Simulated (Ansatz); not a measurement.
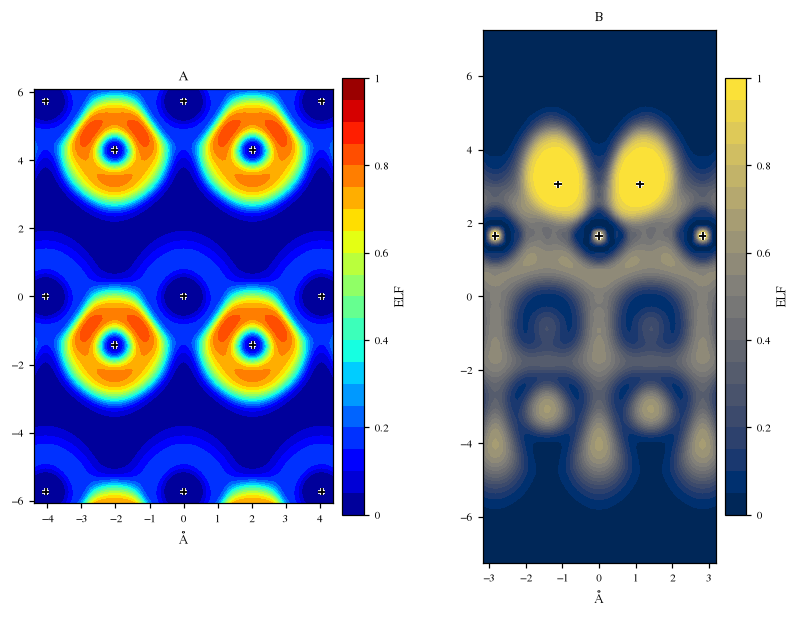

The electron localisation function of 2 systems, each on a plane through atoms (crosses mark nuclei in the plane).

The calculation used DFT PBE, scalar-relativistic, plane waves, PAW in Ansatz.

System 1: Ti3Al3H (slab), the (010) plane of the calculation cell, a cut from vacuum to vacuum. A point of a scan over the structure, not its minimum; not relaxed (largest force 0.9 eV/Å); computed without spin polarisation; PAW files of the earlier set (soft_1).

```xyz
14
Lattice="5.6437 0.0000 0.0000 0.0000 4.9580 0.0000 0.0000 0.0000 22.6872" Properties=species:S:1:pos:R:3 pbc="T T T"
Ti    0.0000    1.6061    4.0000
Ti    2.8219    1.6061    4.0000
Al    1.4109    4.0851    4.0000
Al    4.2328    4.0851    4.0000
Ti    0.0000    3.1615    6.3057
Ti    2.8219    3.1615    6.3057
Al    1.4109    0.6950    6.2848
Al    4.2328    0.6950    6.2848
Ti    0.0000    4.7571    8.5306
Ti    2.8219    4.7571    8.5306
Al    1.4109    2.2635    8.6871
Al    4.2328    2.2635    8.6871
H     0.2934    2.2635   10.0971
H     2.5284    2.2635   10.0971
```

System 2: ZnSe, the (010) plane of the calculation cell. Space group F-43m; PAW files of the earlier set (soft_1).

```
Zn Se
1.0
    -2.86583   -2.86583    0.00000
     2.86583   -2.86583    0.00000
     0.00000    0.00000   11.46333
Zn Se
4 4
Direct
  0.50000 0.50000 0.25000
  0.00000 0.00000 0.50000
  0.50000 0.50000 0.75000
  0.00000 0.00000 0.00000
  0.50000 0.00000 0.37500
  0.00000 0.50000 0.62500
  0.50000 0.00000 0.87500
  0.00000 0.50000 0.12500
```

### Which map belongs to which system?

Panel A is system 2, ZnSe: the plane holds Zn and Se. Zn–Se (2.48 Å): the ELF is about 0.60 at the midpoint. Panel B is system 1, Ti3Al3H: the plane holds Al and H. Al–H (1.80 Å): the ELF climbs to about 1 towards the hydrogen.
